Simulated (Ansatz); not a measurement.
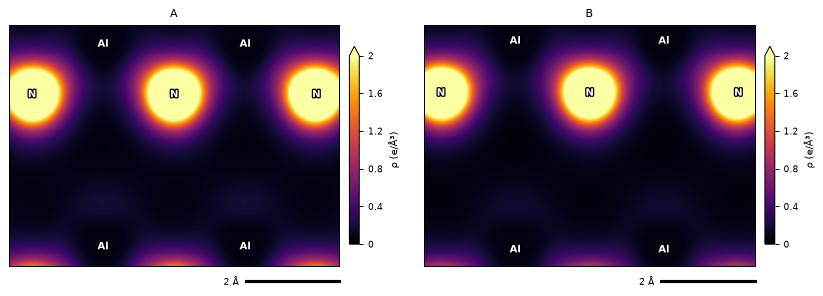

AlN. The valence charge density (pseudo) of two cells that differ in size and shape, on the (011̄) plane of each (indices in the axes of the calculation cell), at one length scale and on one colour scale: B has 11.3 Å³ an atom and A 10.0.

Space group I-4m2; a structure from a database of computed crystals, not necessarily the ambient phase.

All numbers below come from Ansatz, DFT PBE, scalar-relativistic, plane waves, PAW.

Core electrons are frozen (PAW), and the valence fields are smoothed inside the atomic spheres.

The larger cell:

```
Al N
1.0
     0.00000    2.23461    2.26763
     2.23461    0.00000    2.26763
     2.23461    2.23461    0.00000
Al N
1 1
Cartesian
  0.0000 0.0000 0.0000
  3.3519 3.3519 3.4015
```

The smaller cell: a = 3.044 Å, b = 3.044 Å, c = 3.067 Å, α = 59.75°, β = 59.75°, γ = 60.51°.

> What changes from the larger cell to the smaller?

From the larger cell to the smaller, Al–N goes from 1.94 to 1.87 Å, and the density at its midpoint from 0.63 to 0.71 e/Å³; the pressure goes from −10 to 13 GPa.
